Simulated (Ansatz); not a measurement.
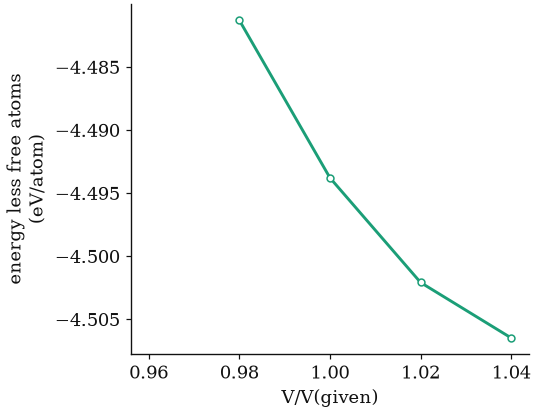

The picture above shows the energy less free atoms against V/V(given) for Ge, space group Fd-3m (No. 227).

Cell as given: a = 4.000 Å, b = 4.000 Å, c = 4.000 Å, α = 60.00°, β = 60.00°, γ = 60.00°; 2 atoms.

Calculation (Ansatz 0.2.0): periodic Kohn-Sham DFT of a crystal at fixed atoms, scaled to the stated factor times the given cell, energy less spherical unpolarised free atoms. Level: PBE.

```tsv
setting	value
method	all-electron LAPW
relativity	scalar
k mesh	10×10×10
occupations	Fermi–Dirac
smearing width	0.05 eV
basis error target	0.25 (meV/atom)
nucleus	Gaussian
```

V(given) is 22.64 Å³/atom.

The point at V/V(given) 0.96 is left out of the plot. What does the calculation give there?

| V/V(given) | energy less free atoms (eV/atom) |
| --- | --- |
| 0.96 | −4.4640 |

Keep in mind: small gap, it may come from the mesh; the volumes run don't bracket the minimum of the energy, so any equilibrium value is extrapolated.
